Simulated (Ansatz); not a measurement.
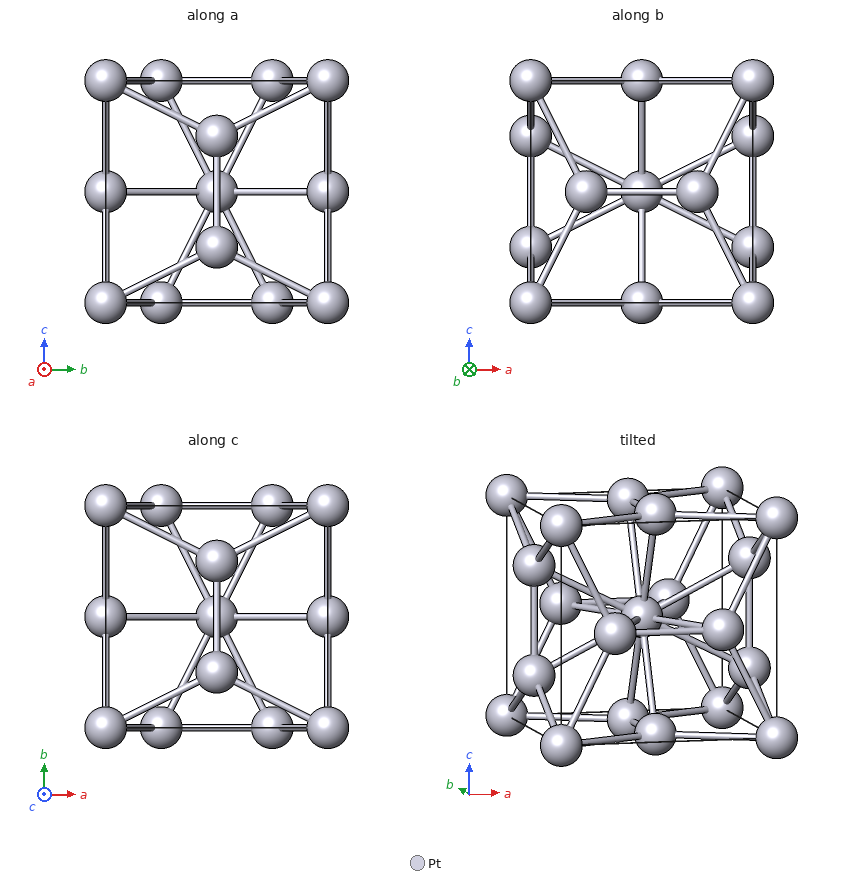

View along the a axis, along the b axis, along the c axis and slightly off an axis, drawn as a ball-and-stick model. The wireframe shows the conventional unit cell.

Lattice parameters: a = 5.066 Å, b = 5.066 Å, c = 5.066 Å, α = 90.00°, β = 90.00°, γ = 90.00°.

### Record the structure as a table of Wyckoff sites.

Space group Pm-3n (No. 223).
```json
{"atom": "Pt", "site": "2a", "x": "0.0000", "y": "0.0000", "z": "0.0000"}
{"atom": "Pt", "site": "6c", "x": "0.2500", "y": "0.0000", "z": "0.5000"}
```

The structure comes from a structure type filled with this element by a generator (whether the element takes this form wasn't checked). Earlier steps of the study may have refined or changed the cell and positions. An electronic-structure calculation with Ansatz was run on it.
